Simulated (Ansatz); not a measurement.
A periodic structure is given below.

```xyz
5
Lattice="3.1415 0.0000 0.0000 -1.5708 2.7206 0.0000 0.0000 0.0000 36.3373" Properties=species:S:1:pos:R:3 pbc="T T T"
Mo    0.0000    0.0000    8.8142
S     0.0000    1.8137   10.3723
S     0.0000    1.8137   24.6203
Mo    0.0000    0.0000   26.1149
H    -0.5236    0.9069   27.5231
```

Describe what this structure looks like.

Answer. Formula: Mo$_{2}$HS$_{2}$. Atoms per cell: 5 (2 Mo, 1 H, 2 S). Each S has three Mo in a trigonal pyramidal arrangement at 2.35 to 2.39 Å. The H atoms are each bonded to one Mo at 1.75 Å. Not all metal-metal contacts are counted. The bonds build MoS and MoHS layers parallel to (001).

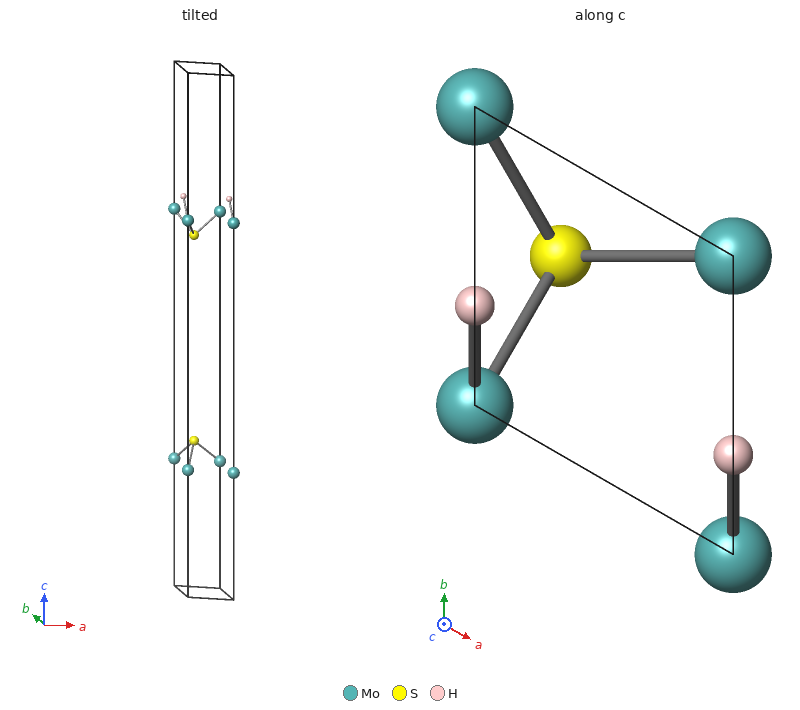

The crystal in a ball-and-stick representation, seen slightly off an axis and along the c axis. The parallelepiped is the simulation cell. Colours: molybdenum teal, hydrogen pink, sulfur yellow.

The cell started as a structure listed in the Materials Project, from which a slab was cut and an adsorbate added. The atoms were relaxed in a fixed cell with DFT PBEsol, scalar-relativistic, plane waves, PAW (Ansatz), but for two held in place.

At this level of theory the run's own cell isn't at rest (forces up to 1.1 eV/Å), so its distances can differ from those at equilibrium, the more so the softer the solid.
